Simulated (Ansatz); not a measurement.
# Calculations on Be$_{16}$H

### Relaxation

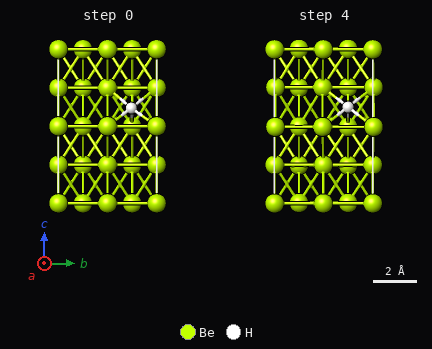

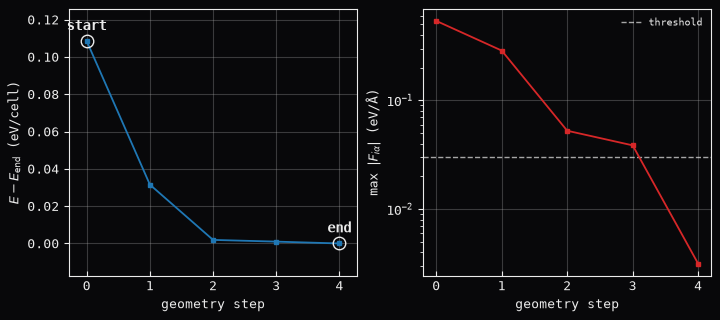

First and last geometry of a relaxation of a defect cell of composition Be16H, with the history of the run. Style: ball-and-stick. Shown: the cell of the calculation, reduced to other axes, along the a axis. Lengths and directions refer to the drawn axes.

It is an interstitial H in hcp Be. The run prepares an end point of a later path (interstitial hop) calculation, from a guessed geometry.

Theory: DFT PBE, scalar-relativistic, plane waves, PAW in Ansatz. Settings: plane-wave cutoff 420 eV; k-point mesh 4 × 4 × 3; occupations gaussian; smearing width 0.05 eV; no spin polarisation; atoms relaxed in a fixed cell; force threshold 0.03 eV/Å; at most 60 steps.

**Did the run converge, and what did it change?**

It converged. The energy falls by 0.108 eV per cell of the calculation in 4 geometry steps. The largest force component goes from 0.54 to 0.0032 eV/Å. The H atom moves most: 0.062 Å along [−1 2 2]. By element the largest moves are H 0.062 Å, Be 0.059 Å. The cell stays as it was. Among the contacts that change: Be–H 1.533 → 1.650 Å, Be–Be 2.290 → 2.379 Å, Be–Be 2.290 → 2.202 Å, Be–Be 2.229 → 2.302 Å. Among the angles between lasting bonds that change: Be–H–Be 175.2° → 179.8°. Cost: 31 s on 1 thread of Arm Neoverse V1, with other jobs on the host, peak memory 0.36 GiB.

Limits of the set-up: the k-point mesh is coarse for a cell with partly filled bands; the periodic images lie only 4.0 Å apart, so the values are limited by the cell's size.

### Relaxation

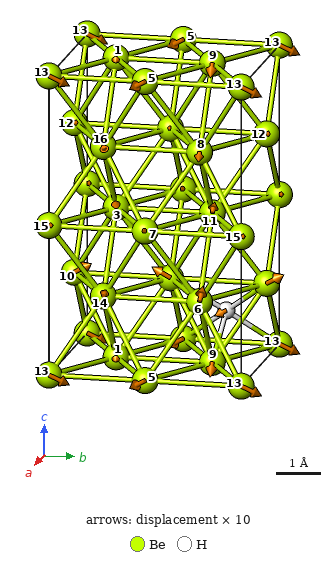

This is a relaxation of a defect cell of composition Be16H. The starting structure is drawn; orange arrows show the displacements, magnified 10 times.

Style: ball-and-stick. Shown: the cell of the calculation, reduced to other axes, slightly off an axis. Lengths and directions refer to the drawn axes.

It is an interstitial H in hcp Be. The run prepares an end point of a later path (interstitial hop) calculation, from a guessed geometry.

These are results of DFT PBE, scalar-relativistic, plane waves, PAW (Ansatz), not measurements. Settings: plane-wave cutoff 420 eV; k-point mesh 4 × 4 × 3; occupations gaussian; smearing width 0.05 eV; no spin polarisation; atoms relaxed in a fixed cell; force threshold 0.03 eV/Å; at most 60 steps.

### Which element moves most?

Beryllium: up to 0.057 Å, against 0.033 Å for hydrogen.

### What did the optimiser do to the structure, and how much energy did it gain?

The largest moves, 0.057 Å, are those of Be atoms. By element the largest moves are Be 0.057 Å, H 0.033 Å. The cell stays as it was. Among the contacts that change: Be–Be 2.290 → 2.378 Å, Be–Be 2.290 → 2.202 Å, Be–H 1.574 → 1.650 Å, Be–Be 2.229 → 2.301 Å. The energy falls by 0.103 eV per cell of the calculation in 4 geometry steps. Largest force component: 0.54 eV/Å at the start, 0.0045 eV/Å at the end. The run took 32 s on 1 thread of Arm Neoverse V1 (shared host), peak memory 0.36 GiB.

Limits of the set-up: the k-point mesh is coarse for a cell with partly filled bands; the periodic images lie only 4.0 Å apart, so the values are limited by the cell's size.

### Path

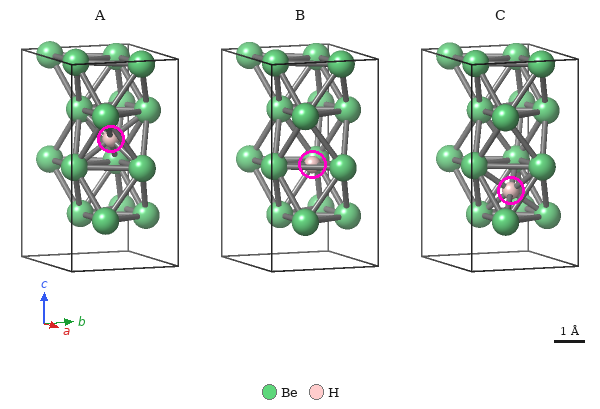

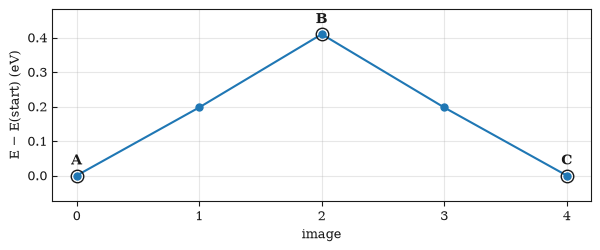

A search for the minimum-energy path of Be with an interstitial H (17 atoms in the cell) by the nudged elastic band. Images are numbered from 0 (start) to 4 (end). Frames A to C are images 0, 2, 4. The picture is a ball-and-stick view of the simulation cell (origin moved), seen slightly off an axis. The moving atom is ringed, with any periodic copies. Bonds to atoms that aren't drawn are left out.

Theory: DFT PBE, scalar-relativistic, plane waves, PAW (Ansatz 0.2.0). Run with plane-wave cutoff 420 eV; k-point mesh 4 × 4 × 3; Gaussian smearing 0.05 eV; 3 movable images; climbing image; force threshold 0.05 eV/Å; iteration limit 80; starting path by image-dependent pair potential.

**Describe the mechanism and the energy profile.**

The H atom travels furthest, 1.80 Å from end to end, along −c, on a straight line. At the highest image its nearest neighbour (Be) is 1.39 Å away, against 1.64 Å at the start, and the surrounding atoms stand up to 0.05 Å off the mean of their end positions. The two ends have the same energy, and the highest point, image 2, lies 0.41 eV above the start. The band converged in 8 iterations. The largest component of the band force went from 1.4 to 0.015 eV/Å. The climbing image converged on the top of the path. A check of its curvatures didn't confirm a first-order saddle.

Limits of the set-up: the k-point mesh is coarse for a cell with partly filled bands; the periodic images lie only 4.0 Å apart, so the values are limited by the cell's size.

The run took 7.5 min on 1 thread of Arm Neoverse V1, on a shared host, peak memory 0.54 GiB.
